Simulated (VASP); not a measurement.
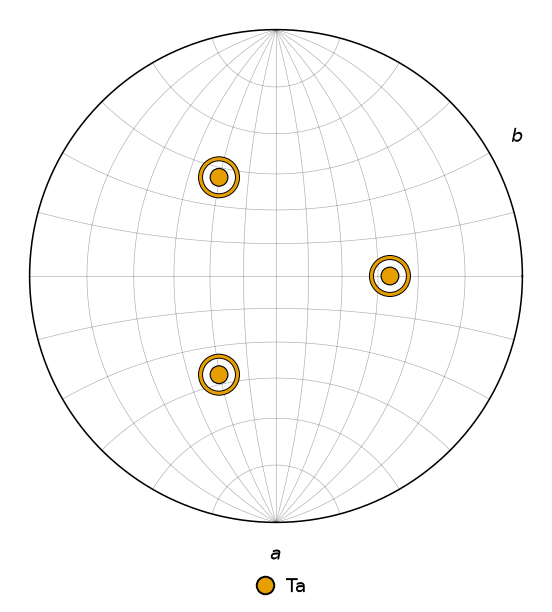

Directions from one nitrogen atom at (2/3, 1/3, 0) to its bonded neighbours, in stereographic projection down c (filled: above the plane of the page or in it, open: below). Crystal: TaN, an entry of the Crystallography Open Database, as set up for an electronic-structure calculation. All values are computed from the atomic coordinates in the standard setting (tolerance 0.002 Å).

Neighbours are counted up to 2.85 Å for Ta.

```yaml
crystal:
  lattice:
    - [2.93800, 0.00000, 0.00000]
    - [-1.46900, 2.54438, 0.00000]
    - [0.00000, 0.00000, 2.88300]
  atoms:
    - { symbol: Ta, position: [0.00000, 0.00000, 0.50000] }
    - { symbol: N, position: [0.66667, 0.33333, 0.00000] }
```

Question: How many neighbours are there, and at what angles?

Answer: 6: 6 Ta at 2.23 Å. Angles between bonds: 81° (3×), 83° (6×), 135° (6×).

Question: What is the site's symmetry in the crystal?

Answer: Point group -6m2 (D3h), order 12: one −6 axis, three twofold axes, four mirror planes. In P-6m2, No. 187 this is Wyckoff position 1e.
